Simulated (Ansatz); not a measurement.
## Two runs on CaF

System: CaF (R-3m, 2 atoms in the cell).
Method of run A: DFT PBE, scalar-relativistic, plane waves, PAW, spin-polarised (Ansatz 0.2.0).

The structure was made by a generator, so it may or may not be a known phase. Text and figures count atoms from 1; the logs count them from 0 in places.

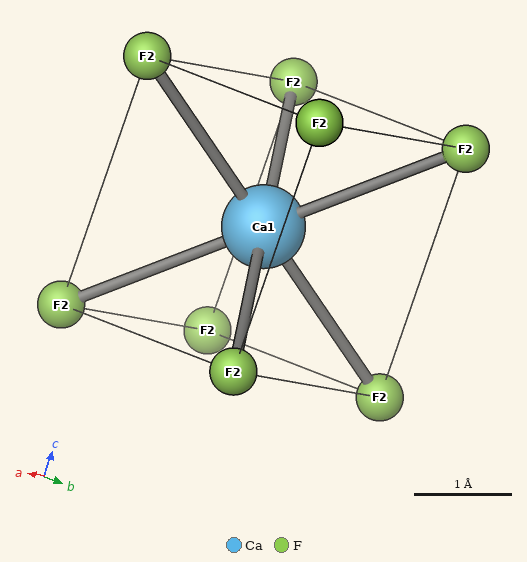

Fig. 1: The input geometry (ball-and-stick view of the reduced cell, seen at an oblique angle; atoms are numbered from 1 in the order of the input).

**Input file, run A**
```yaml
crystal:
  lattice:
    - [1.72336653, 0.99498613, 2.83940082]
    - [-1.72336653, 0.99498613, 2.83940082]
    - [0.0, -1.98997226, 2.83940082]
  atoms:
    - { symbol: Ca, position: [0.5, 0.5, 0.5] }
    - { symbol: F, position: [0.0, 0.0, 0.0], spin: 1.0 }
basis:
  ecutwfc: 420
kpoints:
  mp_grid: { grid: [6, 6, 6] }
hamiltonian:
  xc: pbe
scf:
  occupations: { method: gaussian, width: 0.1 }
  lower_state_search: "off"
output:
  forces: true
  stress: true
  eigenvalues: true
  populations: true
magnetization:
  spin_polarized: true
```

Launched with:
```bash
ansatz run input.yaml --threads 1 --pin off --max-ram 2048MiB --backend cpu --events-out ev --progress --plain --runs-dir out
```

Hardware: 1 thread of Intel Xeon (Granite Rapids), 64 GiB of memory available, shared host.

**Output, shortened to warnings, some set-up lines, iterations and results (run A)**
```
WARN: the starting moments were not kept: the SCF closed with an absolute magnetisation of 1.3e-5 μB, where they sum to 1 μB in size (1 site). That is at most 0.1 of that sum. Measured as dr2_m measures the in/out step, that magnetisation stands 2.3e-11 eV from none, at or under the dr2_threshold of 1.0e-7 eV: it is no larger than a step whose dr2_m would equal this threshold. The system may hold …
Basis set: ecut = 420 eV, 543 PW (Γ), exchange–correlation on 48×48×48 points (8 copies of the dense FFT grid, shifted against one another)
Symmetry: 12 space group operations
k-points: 32 of 216
Initial density: superposition of atomic densities (chi_scale 0.1, normalization cell, long waves kept (reshape's long-wave potential 0.00 eV rms))
[...]
SCF iter   1: F=—  HF=-2633.088835 eV  |F-HF|=—  |Δ(HF+E_count)|=         —  Δρ=2.14e-1 (↑2.14e-1 ↓1.25e-1)  dr2=3.21e1  dr2_m=6.96e-1  M=0.062 μB ∫|m|=0.386 μB  β_m=0.30  …
SCF iter   2: F=—  HF=-2627.408893 eV  |F-HF|=—  |Δ(HF+E_count)|=    5.68e0  Δρ=7.23e-2 (↑7.23e-2 ↓3.96e-2)  dr2=2.62e0  dr2_m=5.28e-1  M=0.037 μB ∫|m|=0.178 μB  β_m=0.30  …
SCF iter   3: F=—  HF=-2626.784631 eV  |F-HF|=—  |Δ(HF+E_count)|=   6.24e-1  Δρ=4.10e-2 (↑3.70e-2 ↓4.10e-2)  dr2=4.14e-1  dr2_m=3.19e-1  M=0.042 μB ∫|m|=0.114 μB  β_m=0.30  …
SCF iter   4: F=—  HF=-2626.721889 eV  |F-HF|=—  |Δ(HF+E_count)|=   6.27e-2  Δρ=3.23e-2 (↑2.13e-2 ↓3.23e-2)  dr2=4.23e-2  dr2_m=1.77e-1  M=0.071 μB ∫|m|=0.101 μB  β_m=0.30  …
SCF iter   5: F=—  HF=-2626.742260 eV  |F-HF|=—  |Δ(HF+E_count)|=   2.04e-2  Δρ=2.09e-2 (↑2.09e-2 ↓1.78e-2)  dr2=4.38e-3  dr2_m=1.00e-1  M=0.070 μB ∫|m|=0.091 μB  β_m=0.30  …
[... 10 lines ...]
SCF iter  16: F=-2626.775499 eV  HF=-2626.775499 eV  |F-HF|=9.60e-8  |Δ(HF+E_count)|=   5.76e-7  Δρ=1.47e-5 (↑1.47e-5 ↓1.32e-5)  dr2=3.05e-8  dr2_m=4.70e-8  M=0.002 μB …
SCF iter  17: F=-2626.775499 eV  HF=-2626.775499 eV  |F-HF|=1.65e-8  |Δ(HF+E_count)|=   1.95e-7  Δρ=6.89e-6 (↑6.89e-6 ↓6.51e-6)  dr2=9.81e-9  dr2_m=1.02e-8  M=0.001 μB …
SCF iter  18: F=-2626.775499 eV  HF=-2626.775499 eV  |F-HF|=4.32e-9  |Δ(HF+E_count)|=   3.94e-8  Δρ=3.59e-6 (↑3.59e-6 ↓3.17e-6)  dr2=2.21e-9  dr2_m=2.68e-9  M=0.000 μB …
SCF iter  19: F=-2626.775499 eV  HF=-2626.775499 eV  |F-HF|=6.37e-12  |Δ(HF+E_count)|=   1.31e-8  Δρ=1.28e-7 (↑1.24e-7 ↓1.28e-7)  dr2=3.74e-12  dr2_m=3.15e-12  M=-0.000 μB …
SCF 1 converged in 19 iterations: F = -2626.775499 eV  dr2 = 3.74e-12
No search for a lower state was made along the close's negative reading: the deck asks for none (scf.lower_state_search: off) (following: asked_to_warn; scf.lower_state_search in the input reference).
SCF converged after 19 iterations
Magnetization: -0.0000 μB (8.5000 up, 8.5000 down)
Absolute magnetization: 0.0000 μB (∫|ρ↑−ρ↓|, with the PAW one-centre terms)
Spin contamination: 0.0000 ħ² per cell (⟨S²⟩ above its minimum at these occupations)
Per-site moments (μB) at R_I (Å): [(-4.114884822715183e-6, 1.0083527569276727), (-1.3965148875795169e-6, 1.0083527569276727)]
Free energy (F): -2626.775499 eV
Harris-Foulkes:  -2626.775499 eV  (|F-HF|=6.37e-12)
Internal energy: -2626.763461 eV  (E = F + TS)
E sigma→0 (E₀):  -2626.769480 eV
Entropy (-TS):   -0.012038 eV (-6.019 meV/atom)
Fermi energy:    12.159932 eV
--- Per-component energies (eV) ---
  E_band       = -128.098548
  E_kinetic    = 490.928609
  E_local      = -1143.249400  (includes V_loc(G=0)·N_el)
  E_nonlocal   = 137.554208
  E_hartree    = 396.869891
  E_xc         = -219.178419
  E_vxc        = -276.398753  (∫ρ·V_xc dr)
  E_paw        = -1058.947643  (= ΣΔE_a)
  E_vpaw       = -130.675050  (= ΣTr[D̂ρ^β])
  E_aug_tail   = 0.002058  (compensation charges beyond the density's cutoff)
  E_ewald      = -1230.742765
  E_smearing   = -0.012038  (= −TS)
  E_closure    = -0.000000  (closes the sum)
  Σ components = -2626.775499   (vs F -2626.775499, Δ=0.00e0)
--- Forces (eV/Å), atoms counted from 1 ---
  atom   1  Ca    -0.00000000     0.00000000     0.00000000
  atom   2  F      0.00000000     0.00000000     0.00000000
  max |Σ_I F_I| component: 8.41e-30 eV/Å
--- Stress (GPa, compression-positive) ---
       11.638836       0.000000       0.000000
        0.000000      11.638836      -0.000000
        0.000000      -0.000000      11.667887
  P = ⅓ Tr σ = 11.6485 GPa (116.485 kbar)
--- Löwdin populations: 2 sites ---
  site symbol       q [e]    m [muB]
     0     Ca      8.4947    -0.0000
     1      F      7.7453    -0.0000
  spilling = 0.044705 (of n_electrons = 17.000000)
```

The input of run B differs as follows (lines with − go, lines with + come):
```diff
-    - { symbol: F, position: [0.0, 0.0, 0.0], spin: 1.0 }
+    - { symbol: F, position: [0.0, 0.0, 0.0] }
-  populations: true
-magnetization:
-  spin_polarized: true
```

How does run B compare with run A?

The energy is the same within 0.01 meV per atom. The SCF takes 7 iterations against 19. The two runs start from different initial densities, which also moves the count.

**Output, shortened to warnings, some set-up lines, iterations and results (run B)**
```
Basis set: ecut = 420 eV, 543 PW (Γ), exchange–correlation on 48×48×48 points (8 copies of the dense FFT grid, shifted against one another)
Symmetry: 12 space group operations
k-points: 32 of 216
Initial density: superposition of atomic densities (neutral atoms: chi_scale 0, normalization atom), corrected by the library's trained network
[...]
SCF iter   1: F=—  HF=-2626.776911 eV  |F-HF|=—  |Δ(HF+E_count)|=         —  Δρ=4.37e-3  dr2=4.32e-3  ethr=1.77e-3  ⟨swp⟩=6.5  Hψ=2740  notcnv=0
SCF iter   2: F=—  HF=-2626.775511 eV  |F-HF|=—  |Δ(HF+E_count)|=   1.40e-3  Δρ=1.79e-3  dr2=8.82e-4  ethr=2.54e-5  ⟨swp⟩=2.7  Hψ=930  notcnv=0
SCF iter   3: F=—  HF=-2626.775545 eV  |F-HF|=—  |Δ(HF+E_count)|=   3.42e-5  Δρ=7.47e-4  dr2=6.36e-5  ethr=5.19e-6  ⟨swp⟩=2.0  Hψ=685  notcnv=0
SCF iter   4: F=—  HF=-2626.775511 eV  |F-HF|=—  |Δ(HF+E_count)|=   3.39e-5  Δρ=4.50e-4  dr2=5.53e-5  ethr=3.74e-7  ⟨swp⟩=2.0  Hψ=653  notcnv=0
SCF iter   5: F=—  HF=-2626.775501 eV  |F-HF|=—  |Δ(HF+E_count)|=   1.06e-5  Δρ=1.72e-4  dr2=8.10e-6  ethr=3.25e-7  ⟨swp⟩=1.8  Hψ=490  notcnv=0
SCF iter   6: F=—  HF=-2626.775499 eV  |F-HF|=—  |Δ(HF+E_count)|=   1.45e-6  Δρ=4.44e-5  dr2=5.45e-7  ethr=4.76e-8  ⟨swp⟩=2.2  Hψ=520  notcnv=0
SCF iter   7: F=-2626.775499 eV  HF=-2626.775499 eV  |F-HF|=5.36e-9  |Δ(HF+E_count)|=   1.06e-7  Δρ=4.92e-6  dr2=6.63e-9  ethr=5.88e-10  ⟨swp⟩=4.8  Hψ=1728  notcnv=0
SCF 1 converged in 7 iterations: F = -2626.775499 eV  dr2 = 6.63e-9
SCF converged after 7 iterations
Free energy (F): -2626.775499 eV
Harris-Foulkes:  -2626.775499 eV  (|F-HF|=5.36e-9)
Internal energy: -2626.763462 eV  (E = F + TS)
E sigma→0 (E₀):  -2626.769480 eV
Entropy (-TS):   -0.012038 eV (-6.019 meV/atom)
Fermi energy:    12.159949 eV
--- Per-component energies (eV) ---
  E_band       = -128.097689
  E_kinetic    = 490.928240
  E_local      = -1143.247556  (includes V_loc(G=0)·N_el)
  E_nonlocal   = 137.553764
  E_hartree    = 396.868562
  E_xc         = -219.178406
  E_vxc        = -276.398742  (∫ρ·V_xc dr)
  E_paw        = -1058.947359  (= ΣΔE_a)
  E_vpaw       = -130.674755  (= ΣTr[D̂ρ^β])
  E_aug_tail   = 0.002058  (compensation charges beyond the density's cutoff)
  E_ewald      = -1230.742765
  E_smearing   = -0.012038  (= −TS)
  E_closure    = -0.000000  (closes the sum)
  Σ components = -2626.775499   (vs F -2626.775499, Δ=0.00e0)
--- Forces (eV/Å), atoms counted from 1 ---
  atom   1  Ca     0.00000000     0.00000000     0.00000000
  atom   2  F      0.00000000     0.00000000    -0.00000000
  max |Σ_I F_I| component: 5.26e-31 eV/Å
--- Stress (GPa, compression-positive) ---
       11.638748       0.000000       0.000000
        0.000000      11.638748      -0.000000
        0.000000      -0.000000      11.667915
  P = ⅓ Tr σ = 11.6485 GPa (116.485 kbar)
```

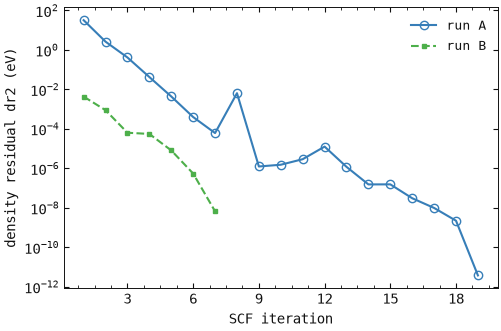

Fig. 2: Convergence of the two runs: density residual dr2 against the SCF iteration. Run A takes 19 iterations in all, and run B takes 7.

**The two runs side by side**

| quantity | run A | run B |
| --- | --- | --- |
| outcome | converged | converged |
| free energy per atom (eV) | −1313.3877 | −1313.3877 |
| energy per atom, smearing taken to zero (eV) | −1313.3847 | −1313.3847 |
| gap on the mesh (eV) | 0.00 | 0.00 |
| net moment of the cell (μB) | 0.00 | – |
| absolute moment of the cell (μB) | 0.00 | – |
| pressure (GPa) | 11.65 | 11.65 |
| largest force (eV/Å) | 0.000 | 0.000 |
| SCF iterations | 19 | 7 |
| irreducible k-points | 32 | 32 |
| plane waves at Γ | 543 | 543 |

For both runs: The cell is under a pressure of 11.6 GPa at this level, so it is not at its equilibrium volume. For run A: Warnings: a screening estimate came out negative during mixing; some starting moments were not kept. For run B: The cell holds an odd number of electrons but the run has no spin polarisation, so it comes out as a metal.
